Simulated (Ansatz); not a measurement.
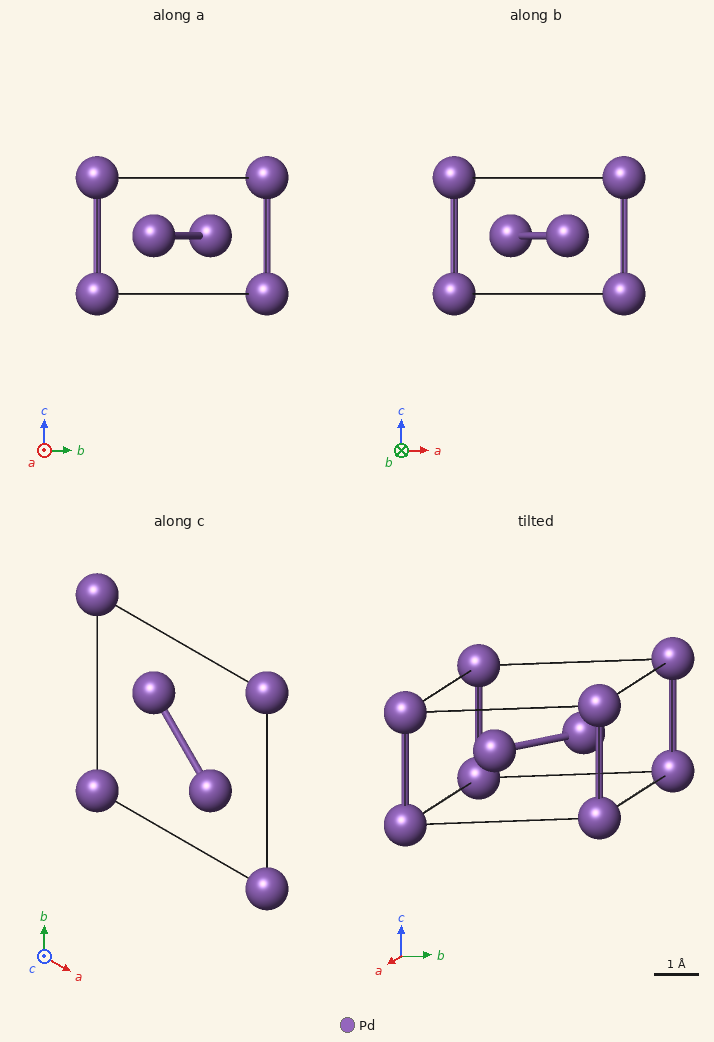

The structure above is drawn in ball-and-stick style and viewed along the a axis, along the b axis, along the c axis and slightly off an axis. The edges of the conventional unit cell are marked.

Lattice parameters: a = 4.506 Å, b = 4.506 Å, c = 2.673 Å, α = 90.00°, β = 90.00°, γ = 120.00°. Put a along x and b in the xy plane.

### Express the structure as a POSCAR file.

```
Pd
1.0
     4.506    0.000    0.000
    -2.253    3.903    0.000
     0.000    0.000    2.673
Pd
3
Direct
  0.0000 0.0000 0.0000
  0.3333 0.6667 0.5000
  0.6667 0.3333 0.5000
```

Provenance: a structure type filled with this element by a generator (whether the element takes this form wasn't checked). Earlier steps of the study may have refined or changed the cell and positions. It was run through Ansatz as a DFT input.
